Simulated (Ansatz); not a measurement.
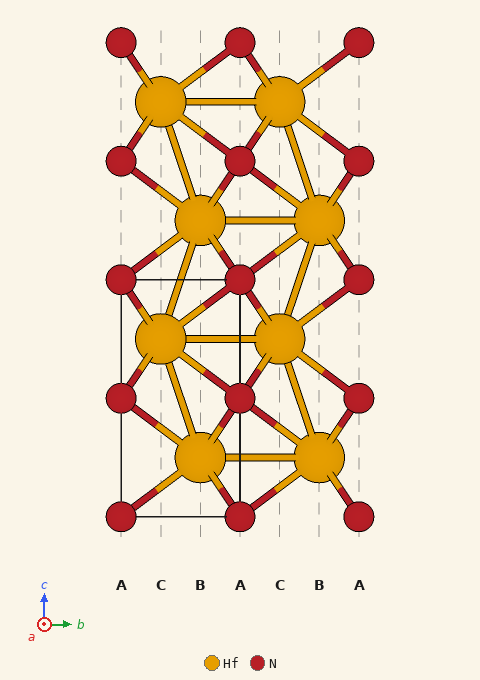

Projection along an edge of the hexagonal mesh, stacking direction c upwards. The dashed lines mark the three columns A (0, 0), B (1/3, 2/3) and C (2/3, 1/3). The sequence starts with the first layer at or above the cell's origin.

The compound is HfN (space group P6_3/mmc, No. 194), taken as the geometry relaxed (final pressure about 5 GPa) with Ansatz, DFT LDA, scalar-relativistic, plane waves, PAW.

**List the layers of one repeat.**

N(A) – Hf(B) – N(A) – Hf(C) (four layers in 5.33 Å).

**How are the N layers alone stacked?**

N layers alone: AA, a sequence in which some neighbouring layers lie directly above each other.

**Which positions between or in the N layers do the other atoms fill?**

Hf: two trigonal-prismatic sites in each hexagonal cell.
